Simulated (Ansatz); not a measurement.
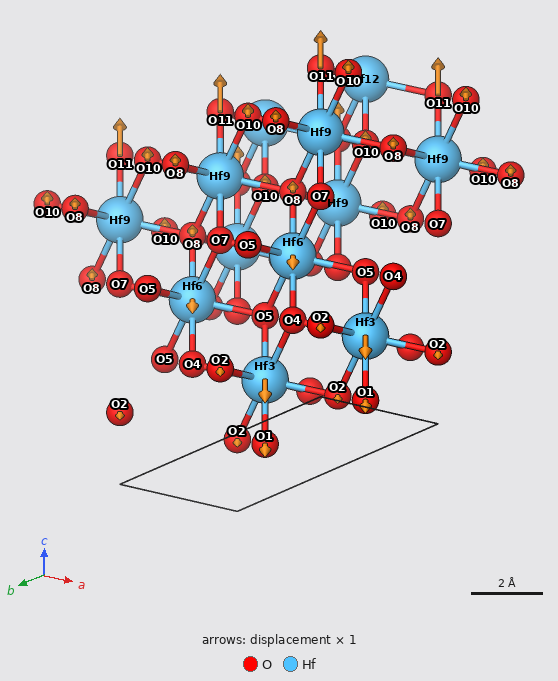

A relaxation of a slab of composition HfO2 (cut from the Fm-3m phase). The starting structure is drawn; orange arrows show the displacements, at their true length.

A ball-and-stick model of the 1 × 2 repeat of the cell, outlined in the plane, without the vacuum, seen from a free direction.

The slab is the (1 1 1) face of HfO2.

Theory: Ansatz, DFT PBE, scalar-relativistic, plane waves, PAW.

Input
```yaml
crystal:
  lattice:
    - [3.6045557005, 0.0, 0.0]
    - [-1.8022778502, 3.1216368059, 0.0]
    - [0.0, 0.0, 26.0366527694]
  atoms:
    - { symbol: O, position: [0.6666666667, 0.3333333333, 0.2880554604] }
    - { symbol: O, position: [0.0, 0.0, 0.3445740043] }
    - { symbol: Hf, position: [0.6666666667, 0.3333333333, 0.3728332762] }
    - { symbol: O, position: [0.3333333333, 0.6666666667, 0.4010925482] }
    - { symbol: O, position: [0.6666666667, 0.3333333333, 0.4576110921] }
    - { symbol: Hf, position: [0.3333333333, 0.6666666667, 0.485870364] }
    - { symbol: O, position: [0.0, 0.0, 0.514129636] }
    - { symbol: O, position: [0.3333333333, 0.6666666667, 0.5706481799] }
    - { symbol: Hf, position: [0.0, 0.0, 0.5989074518] }
    - { symbol: O, position: [0.6666666667, 0.3333333333, 0.6271667238] }
    - { symbol: O, position: [0.0, 0.0, 0.6836852677] }
    - { symbol: Hf, position: [0.6666666667, 0.3333333333, 0.7119445396] }
basis:
  ecutwfc: 420
kpoints:
  mp_grid: { grid: [9, 9, 1] }
hamiltonian:
  xc: pbe
scf:
  occupations: { method: gaussian, width: 0.05 }
output:
  forces: true
  eigenvalues: true
relax:
  adjacent_minimum: "off"
  f_tol: 0.02
  max_steps: 60
efield:
  axis: 3
  dipole_correction: true
  ramp_width: 0.04
```

Run as
```bash
ansatz run input.yaml --threads 2 --pin off --max-ram 5120MiB --backend cpu --events-out ev --progress --plain --runs-dir out
```

Question: Atoms of which element are displaced furthest, and by how much?

Answer: Oxygen: up to 1.31 Å, against 0.83 Å for hafnium.

Question: What happened in the run?

Answer: The atom that moves furthest relative to the layer's centre is O11 (1.31 Å along the normal (+c)). Largest moves by element: O 1.31 Å, Hf 0.83 Å. The cell stays as it was. Near-neighbour distances that change, for instance: Hf9–O11 2.207 → 3.698 Å, Hf3–O5 2.207 → 3.104 Å, O1–Hf3 2.207 → 1.859 Å, O10–Hf12 2.207 → 1.916 Å. Bonds break, among them: Hf3–O5 (2.21 → 3.10 Å), Hf6–O8 (2.21 → 3.10 Å), Hf9–O11 (2.21 → 3.70 Å). Bond angles that change, for instance: O10–Hf12–O11 70.5° → 101.2°, Hf9–O10–Hf9 109.5° → 92.7°, Hf9–O10–Hf12 109.5° → 123.4°. Over 13 geometry steps the energy falls by 2.609 eV per cell of the calculation. Largest force component: 3.8 eV/Å at the start, 0.0072 eV/Å at the end. The run may lie on a higher electronic state than the lowest, so the end point isn't shown to be the ground-state structure. The run took 3.9 min on 2 threads of Intel(R) Xeon(R) 6975P-C (Granite Rapids) (shared host), peak memory 0.82 GiB.
